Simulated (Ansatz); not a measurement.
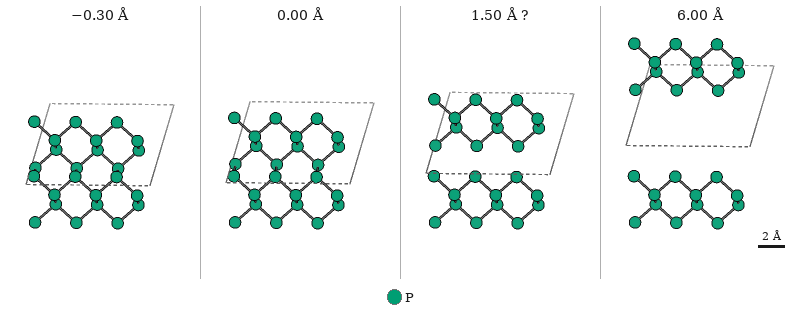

Energy scan for crystalline P (Pmna), in which the crystal is pulled apart rigidly along the normal of the (0 1 1) plane of the conventional cell, at a cut between a plane of P below and one of P above, 0.57 Å apart. One cut stands in each cell, which starts 9.2 Å high; nothing is relaxed, and the dashed outline marks the cut. The picture is a ball-and-stick view of the layers on both sides of the cut, seen from the side, nearly along the cut plane.

These are results of DFT PBEsol, scalar-relativistic, plane waves, PAW (Ansatz 0.2.0), not measurements. Set-up: plane-wave cutoff 420 eV; k-point mesh 8 × 1 × 3; occupations gaussian; smearing width 0.05 eV; no spin polarisation. Energies (free energies at the smearing named) are counted from the cell as listed in its source, which wasn't relaxed.

```csv
opening (Å),ΔE per area (J/m²)
−0.30,0.005
−0.15,−0.001
0.00,0.000
0.25,0.015
0.50,0.045
0.75,0.084
1.00,0.121
1.50,?
2.00,0.220
3.00,0.253
4.50,0.260
6.00,0.260
```

Q: Fill in the missing row.

A: A straight line between the two neighbours gives 0.170 J/m². A cubic through the four nearest rows (0.75, 1.00, 2.00, 3.00) gives, with Lagrange weights, (−0.5333)(0.084) + (1.1250)(0.121) + (0.4500)(0.220) + (−0.0417)(0.253) = 0.180 J/m². The calculation gives 0.181 J/m², so the cubic is 0.001 J/m² too low and the straight line 0.011 J/m² too low, as the curve bends downwards here.

The whole profile:

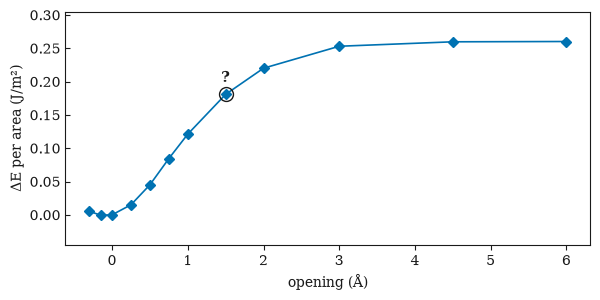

Limits of the set-up: layers or molecules are held without a dispersion correction, so their spacing is unreliable.
